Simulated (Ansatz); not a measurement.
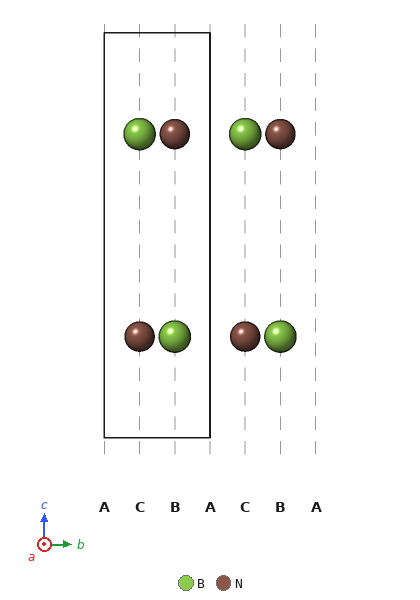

The picture looks along a close-packed row of the hexagonal mesh; c points upwards. The dashed lines mark the three columns A (0, 0), B (1/3, 2/3) and C (2/3, 1/3). The sequence starts with the first layer at or above the cell's origin.

The compound is BN, taken as the end point of a relaxation with DFT PBE, scalar-relativistic, plane waves, PAW in Ansatz 0.2.0.

> Give the sequence of layers in one repeat, with element and column.

B(B)+N(C) – N(B)+B(C) (two layers in 8.34 Å).

> How are the N layers alone stacked?

N layers alone: CB, the hexagonal type.

> Which positions between or in the N layers do the other atoms fill?

B: two in-plane triangular sites in each hexagonal cell. Two of the two gaps between N layers are empty, 4.17 Å wide.

Heights of the layers:

```csv
layer,atoms (column),height (Å),to next (Å)
1,B(B)+N(C),2.09,4.17
2,N(B)+B(C),6.26,4.17
```
